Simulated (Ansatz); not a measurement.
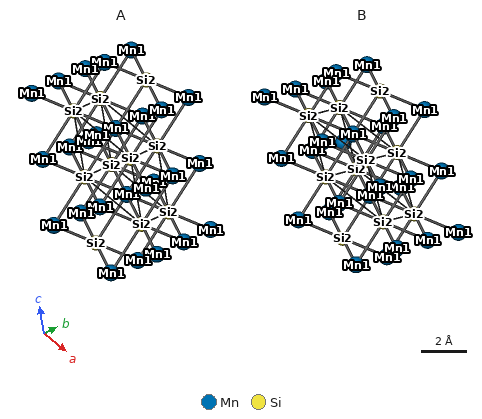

Two geometries of a crystal of MnSi (a generated structure, set up in I4/mmm) (coarse preliminary run), drawn at one scale. One is the start of a relaxation, the other its converged end. The picture is a ball-and-stick view of the cell of the calculation, seen slightly off an axis.

The calculation used DFT PBE, scalar-relativistic, plane waves, PAW in Ansatz. Set-up: plane-wave cutoff 420 eV; k-point mesh 6 × 6 × 6; occupations gaussian; smearing width 0.1 eV; collinear spin; cell and atoms relaxed; force threshold 0.04 eV/Å; at most 70 steps.

Q: Which geometry has the lower energy?

A: Structure B is the relaxed one. Over 5 accepted moves (6 points after the start) the energy falls by 231 meV per atom. All forces vanish by symmetry, so only the cell relaxes. Pressure: −6.44 GPa at the start and −0.01 GPa at the end. The SCF was repeated once at an unchanged geometry on a basis and grid sized afresh for the cell, which shifted the energy by 0.5 meV per atom at most. The atoms keep their places relative to the cell (all moves are under 0.005 Å). The drawn cell changes as follows: a = b = c 3.568 → 3.419 Å (−4.2 %), α 114.4° → 120.0°, β 114.4° → 120.0°, γ 100.0° → 90.0°; the volume changes by −17.5 %. Some distances before and after: Mn1–Si2 2.733 → 2.418 Å, Mn1–Si2 (another image) 2.293 → 2.418 Å. The space group (tolerance 0.01 Å) goes from I4/mmm (No. 139) to Fm-3m (No. 225).
